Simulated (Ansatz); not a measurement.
MgO (space group P6_3/mmc, No. 194): coordinates from a relaxation with Ansatz 0.2.0, DFT PBE, scalar-relativistic, plane waves, PAW; the starting structure was generated, so it need not be a known form of this composition.

```
CELL_PARAMETERS angstrom
2.95807 0.00000 0.00000
-1.47903 2.56176 0.00000
0.00000 0.00000 5.15629
ATOMIC_POSITIONS crystal
Mg 0.00000 0.00000 0.00000
O 0.33333 0.66667 0.25000
Mg 0.00000 0.00000 0.50000
O 0.66667 0.33333 0.75000
```

Describe how the polyhedra about Mg are linked (bonds: Mg–O below 2.4 Å).

Mg: MgO6 octahedron, sharing edges with six neighbours, corners with twelve neighbours and faces with two neighbours.

They form a three-dimensional framework of corner-, edge- and face-sharing octahedra.

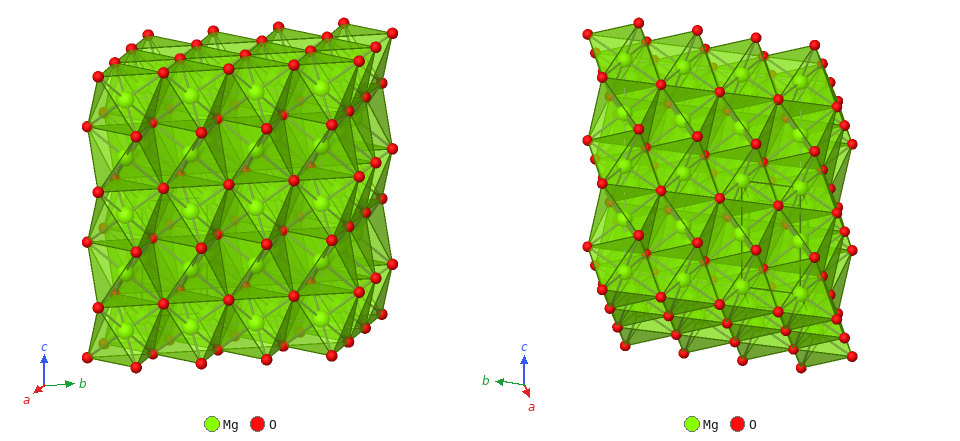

Polyhedra are drawn about Mg (bonds: Mg–O below 2.4 Å); other atoms are plain spheres. Two views of the same piece.
